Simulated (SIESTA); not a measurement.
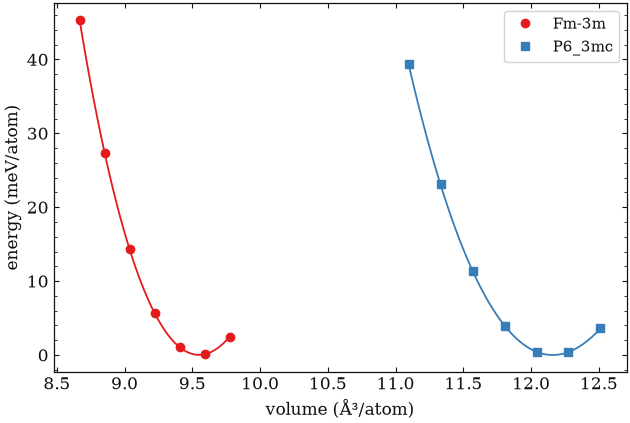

Energy against volume, with one curve for each structure, for MgO. Each energy curve has its own zero, so the curves don't rank the structures.

Settings that differ: Fm-3m: k mesh 11×11×11; P6_3mc: k mesh 9×9×6.

The fitted equilibrium volumes, smallest first, are Fm-3m 9.549, P6_3mc 12.159 Å³/atom. The fitted bulk moduli, smallest first, are P6_3mc 117.6, Fm-3m 152.3 GPa.

How it was computed, with SIESTA 5.4.2: DFT in numerical atomic orbitals with pseudopotentials, no spin polarisation; energies at scaled volumes of the given cell, shape and fractions fixed, counted from the fit's minimum, third-order Birch-Murnaghan fit. Level: PBEsol.

occupations Fermi–Dirac; smearing width 0.05 eV; potentials PseudoDojo 0.4 standard, converted to PSML, two zetas on semicore shells.

Note: mulliken charges of long orbitals.
